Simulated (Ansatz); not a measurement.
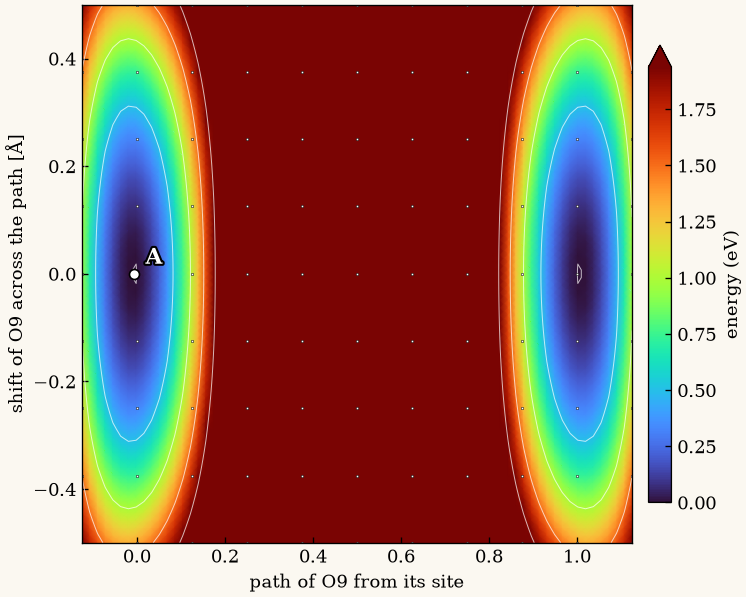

SiO₂ (P4_2/mnm phase) with one O vacancy (11 atoms in the cell). An atom moved over a plane that holds its own site and a neighbouring vacancy (x along [0 −1 1], y along [0 1 1], z along [−1 0 0] of the conventional cell). The first coordinate is: path of O9 from its site (0) to the vacancy (1), 2.312 Å; the second: shift of O9 across the path, along the Cartesian direction [−1 1 0]. Nothing is relaxed (all other atoms held at the sites of the perfect crystal). The scan uses an 11 × 9 grid; 30 points were computed and 69 follow by symmetry. Points are written as (first, second). All energies are given in eV per cell relative to the lowest grid point. The band gap closes in part of the range. Theory: Ansatz, DFT PBE, scalar-relativistic, plane waves, PAW. Settings: cutoff 420 eV, k-mesh 6×6×6, gaussian smearing 0.05 eV, no spin polarisation.

The picture shows a smooth colour map with a few white contour lines, dots at the grid points, one colour for all values above the top of the scale, the well A. Between grid points the surface is interpolated.

Q: Where is the minimum, and how stiff is the well along each coordinate? Take the well at A.

A: The interpolated minimum is at the first coordinate ≈ −0.007, the second coordinate ≈ 0.000 Å. The curvatures there are about 130 eV and 10 eV/Å², with a cross term of about 0 eV/Å (per cell of 11 atoms). Round the minimum the two coordinates are nearly uncoupled.

PAW datasets: the set soft_1.
